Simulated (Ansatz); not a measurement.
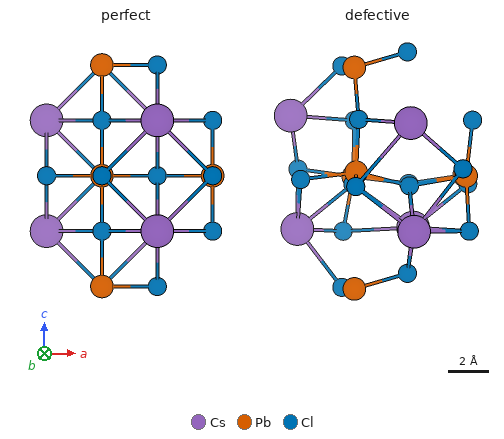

Left: perfect CsPbCl3. Right: the same region with a pair of point defects, after relaxing the atoms in a supercell of 40 sites. A ball-and-stick model of the atoms within 6.0 Å of one point, seen along the b axis.

Method: DFT, PBEsol, PAW, plane waves in Ansatz. Set-up: plane-wave cutoff 420 eV; k-point mesh 1 × 1 × 1; mesh shifted by (0.25, 0.25, 0.25); no spin polarisation. Fermi-Dirac smearing of 0.01 eV. The axes drawn are those of the host's conventional cell.

What kind of defect was made?

Answer. A caesium atom is taken out (a vacancy) and a chlorine atom is taken out (a vacancy), the two sites 6.9 Å apart.

The charge state of the cell is 0.

How does the lattice respond?

Answer. Around the empty Cs site the host had 12 Cl at 3.97 Å; after relaxation the nearest atoms are 1 Cl at 3.75 Å. Around the empty Cl site the host had 2 Pb at 2.81 Å; after relaxation the nearest atoms are 2 Pb at 2.93 to 2.99 Å, 1 Cl at 3.46 Å. Of the host's atoms, a chlorine atom moves furthest from its site, by 0.76 Å.
